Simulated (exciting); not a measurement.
```yaml
crystal:
  lattice:
    - [6.42900, 0.00000, 0.00000]
    - [0.00000, 0.00000, -6.42900]
    - [0.00000, 6.42900, 0.00000]
  atoms:
    - { symbol: Hg, position: [0.50000, 0.50000, 0.00000] }
    - { symbol: Hg, position: [0.00000, 0.50000, 0.50000] }
    - { symbol: Hg, position: [0.00000, 0.00000, 0.00000] }
    - { symbol: Hg, position: [0.50000, 0.00000, 0.50000] }
    - { symbol: Te, position: [0.75000, 0.75000, 0.25000] }
    - { symbol: Te, position: [0.25000, 0.75000, 0.75000] }
    - { symbol: Te, position: [0.25000, 0.25000, 0.25000] }
    - { symbol: Te, position: [0.75000, 0.25000, 0.75000] }
```

Space group F-43m.

Level of theory: Kohn-Sham DFT of a periodic cell, LDA, all-electron LAPW+lo, shipped species files (exciting sodium).

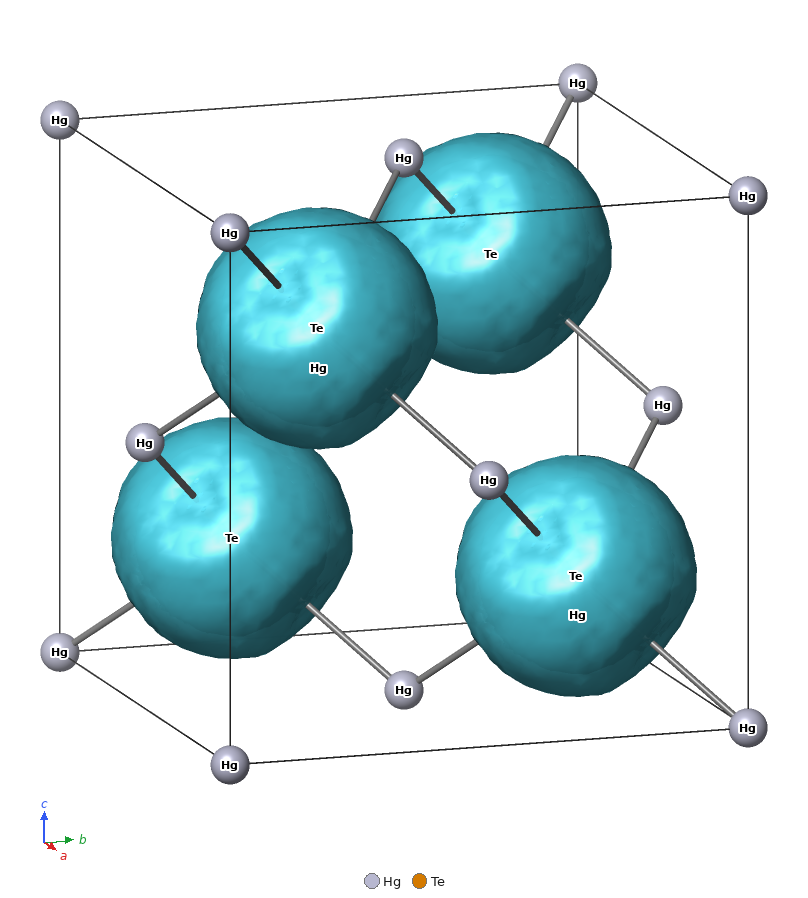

HgTe. Isosurface of the electron localisation function at 0.55 (cyan), seen slightly off an axis. Only the valence region is drawn (cores and ρ < 0.01 e/Å³ removed). Sticks mark near contacts.

> Where are the electrons localised?

The ELF exceeds this value in four regions wrapped around Te (the valence shell of each), counted in one cell of 8 atoms. Regions shared between cells count once. Profiles from the grid: Hg–Te (2.78 Å): the ELF peaks at about 0.60 in the valence shell of Te, 1.2 Å from its nucleus, and is about 0.40 at the midpoint.
